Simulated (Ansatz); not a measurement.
System: Zr2N (interface cell).

Input

```
crystal:
  lattice:
    - [3.2188796041, 0.0, 0.0]
    - [-1.6094398021, 2.7876315089, 0.0]
    - [0.0, 0.0, 35.4038262222]
  atoms:
    - { symbol: "N", position: [0.3333333333, 0.6666666667, 0.2118415098] }
    - { symbol: Zr, position: [0.6666666667, 0.3333333333, 0.2489590261] }
    - { symbol: "N", position: [0.0, 0.0, 0.2860765423] }
    - { symbol: Zr, position: [0.3333333333, 0.6666666667, 0.3231940586] }
    - { symbol: "N", position: [0.6666666667, 0.3333333333, 0.3603115749] }
    - { symbol: Zr, position: [0.0, 0.0, 0.3974290911] }
    - { symbol: "N", position: [0.3333333333, 0.6666666667, 0.4345466074] }
    - { symbol: Zr, position: [0.6666666667, 0.3333333333, 0.4716641237] }
    - { symbol: Zr, position: [0.6666666667, 0.3333333333, 0.5733480484] }
    - { symbol: Zr, position: [0.3333333333, 0.6666666667, 0.644951529] }
    - { symbol: Zr, position: [0.6666666667, 0.3333333333, 0.7165550096] }
    - { symbol: Zr, position: [0.3333333333, 0.6666666667, 0.7881584902] }
basis:
  ecutwfc: 420
kpoints:
  mp_grid: { grid: [12, 12, 1] }
hamiltonian:
  xc: pbesol
scf:
  occupations: { method: gaussian, width: 0.1 }
output:
  forces: true
  eigenvalues: true
  populations: true
  write_density: true
  write_potential: true
  elf: true
  volumetric_format: npy
relax:
  adjacent_minimum: "off"
  f_tol: 0.03
  max_steps: 70
efield:
  axis: 3
  dipole_correction: true
  ramp_width: 0.04
```

Run with:

```sh
ansatz run input.yaml --threads 4 --pin off --max-ram 10240MiB --backend cpu --events-out ev --progress --plain --runs-dir out
```

The fields are those of the run's last geometry, not of the input's.

Method: DFT PBEsol, scalar-relativistic, plane waves, PAW in Ansatz 0.2.0.

Question: What can the converged valence pseudo-density and electron localisation function tell about the bonding?

Answer: Zr–N (2.02 Å): ρ at the midpoint is about 0.89 e/Å³; the ELF peaks at about 0.80 in the valence shell of N, 0.6 Å from its nucleus, and drops to about 0.30 between the two atoms: no shared electron pair shows on this line.
Zr–Zr (2.91 Å): ρ is about 0.23 e/Å³ halfway; the ELF is about 0.20 at the midpoint; no localised pair shows between them.
Zr–N (2.21 Å): ρ at the midpoint is about 0.56 e/Å³; the ELF peaks at about 0.80 in the valence shell of N, 0.6 Å from its nucleus, and drops to about 0.20 between the two atoms: no localised pair shows between them.

Question: Does the calculation make it a metal, or give it a gap?

Answer: It is metallic or semimetallic at this level of theory: no gap opens.

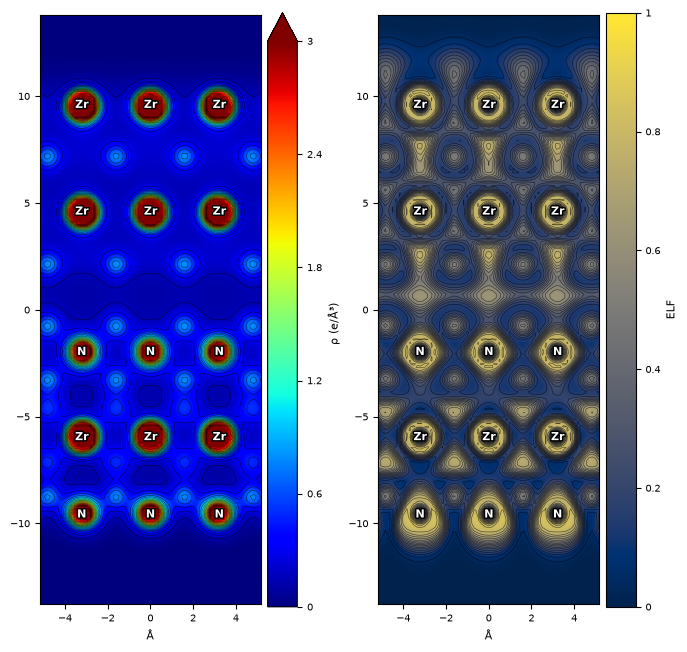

Computed valence pseudo-density and electron localisation function on the (11̄0) plane of the calculation cell, a cut from vacuum to vacuum, in this order. Atoms just off the plane (Zr, 0.9 Å away and N, 0.9 Å away) can leave unmarked features too.
